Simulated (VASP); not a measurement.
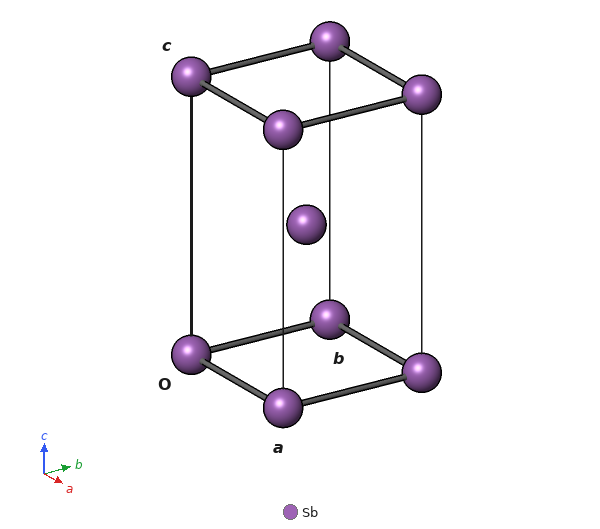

One unit cell is drawn above. Crystal: Sb, the geometry relaxed with VASP Kohn-Sham DFT of a periodic cell, r2SCAN, VASP PAW PBE potentials, recommended (VASP 6.6.1). Symmetry computed with spglib at a tolerance of 0.002 Å; standard conventional cell.

```
Sb
1.0
     3.12836    0.00000    0.00000
     0.00000    3.12836    0.00000
     0.00000    0.00000    5.66591
Sb
2
Direct
  0.00000 0.00000 0.00000
  0.50000 0.50000 0.50000
```

**What is its point group?**

4/mmm (D4h), order 16, tetragonal system: one fourfold axis, four twofold axes, five mirror planes, an inversion centre.

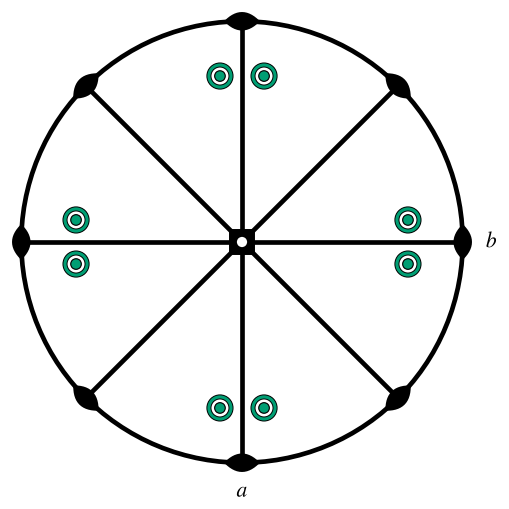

Stereographic projection: filled dots lie in the upper hemisphere, open rings in the lower; heavy lines are mirror planes (a heavy rim: a mirror in the plane of the page); lens, triangle, square and hexagon are 2-, 3-, 4- and 6-fold axes, a lens in an open square is −4, a triangle in an open hexagon −6; thin dashed diameters join the ends of axes that lie in the page; a small open circle marks inversion. The poles are one general form. The c axis points at the viewer.

**What does this class allow?**

Class 4/mmm is centrosymmetric, so neither piezoelectric nor pyroelectric; it is not chiral. Its Laue class is 4/mmm.
